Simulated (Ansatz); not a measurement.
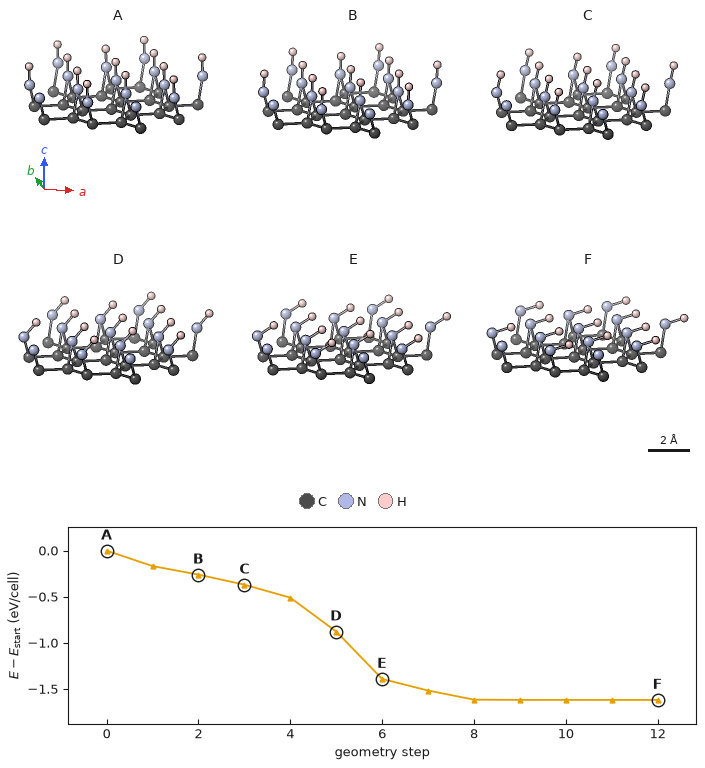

Frames of a constrained relaxation of a slab of composition HC8N (cut from the Fd-3m phase), marked on the history of the run. The picture is a ball-and-stick view of the atoms within 5.0 Å of the atom that moves most (axes of the 2 × 3 repeat of the cell, outlined in the plane, without the vacuum), seen slightly off an axis.

Case: NH put at a bridge C-C site. The slab is the (1 1 1) face of C with NH on it. 4 atoms are held fixed.

Theory: DFT PBEsol, scalar-relativistic, plane waves, PAW in Ansatz 0.2.0.

Input file:
```yaml
crystal:
  lattice:
    - [2.5129226041, 0.0, 0.0]
    - [-1.2564613021, 2.1762548129, 0.0]
    - [0.0, 0.0, 26.6683263218]
  atoms:
    - { symbol: C, position: [0.3333333333, 0.6666666667, 0.3187301631] }
    - { symbol: C, position: [0.0, 0.0, 0.3379645227] }
    - { symbol: C, position: [0.0, 0.0, 0.3956676016] }
    - { symbol: C, position: [0.6666666667, 0.3333333333, 0.4149019612] }
    - { symbol: C, position: [0.6666666667, 0.3333333333, 0.4851264275] }
    - { symbol: C, position: [0.3333333333, 0.6666666667, 0.4929052213] }
    - { symbol: C, position: [0.3333333333, 0.6666666667, 0.6185767168] }
    - { symbol: C, position: [0.0, 0.0, 0.6186586528] }
    - { symbol: "N", position: [0.1666666667, 0.3333333333, 0.6666556656], spin: 2.0 }
    - { symbol: H, position: [0.136278386, 0.2430275424, 0.7041533318] }
basis:
  ecutwfc: 420
kpoints:
  mp_grid: { grid: [12, 12, 1] }
hamiltonian:
  xc: pbesol
scf:
  occupations: { method: gaussian, width: 0.05 }
output:
  forces: true
  eigenvalues: true
  populations: true
  write_density: true
  write_potential: true
  elf: true
  volumetric_format: npy
magnetization:
  spin_polarized: true
relax:
  adjacent_minimum: "off"
  f_tol: 0.03
  max_steps: 70
  constraints: [{ sites: [0, 1, 2, 3] }]
efield:
  axis: 3
  dipole_correction: true
  ramp_width: 0.04
```

Run as
```bash
ansatz run input.yaml --threads 2 --pin off --max-ram 5120MiB --backend cpu --events-out ev --progress --plain --runs-dir out
```

Describe the path.

H10 moves most: 1.06 Å at 48° to the normal (−c side). By element the largest moves are H 1.06 Å, C 0.55 Å, N 0.55 Å. The cell doesn't change. Some distances before and after: N9–H10 1.020 → 1.062 Å, C7–C8 1.451 → 1.434 Å, C7–N9 1.473 → 1.462 Å, C7–C8 (another image) 1.451 → 1.459 Å. Among the angles between lasting bonds that change: C7–N9–H10 161.5° → 108.2°, C8–N9–H10 139.3° → 108.2°. Over 12 geometry steps the energy falls by 1.618 eV per cell of the calculation. The largest force component goes from 3.6 to 0.012 eV/Å. The program noted that the starting moments weren't kept. The run may lie on a higher electronic state than the lowest, so the end point isn't shown to be the ground-state structure. From step 0 to 2: H10 moves most (0.36 Å), energy −0.260 eV per cell of the calculation. From step 2 to 3: C and N atoms move most (0.16 Å), energy −0.109 eV per cell of the calculation. From step 3 to 5: H10 moves most (0.35 Å), energy −0.508 eV per cell of the calculation. From step 5 to 6: H10 moves most (0.19 Å), energy −0.514 eV per cell of the calculation. From step 6 to 12: N9 moves most (0.17 Å), energy −0.228 eV per cell of the calculation.

| step | E − E(0), meV/atom | largest force component, eV/Å |
| --- | --- | --- |
| 0 | 0.00 | 3.5680 |
| 1 | -16.73 | 1.9556 |
| 2 | -26.00 | 1.0322 |
| 3 | -36.89 | 1.2895 |
| 4 | -50.96 | 1.6843 |
| 5 | -87.68 | 2.5484 |
| 6 | -139.08 | 1.9125 |
| 7 | -151.64 | 1.2857 |
| 8 | -161.55 | 0.2425 |
| 9 | -161.80 | 0.0929 |
| 10 | -161.83 | 0.0358 |
| 11 | -161.84 | 0.0126 |
| 12 | -161.85 | 0.0117 |

Limits of the set-up: the periodic images lie only 2.5 Å apart, so the values are limited by the cell's size.
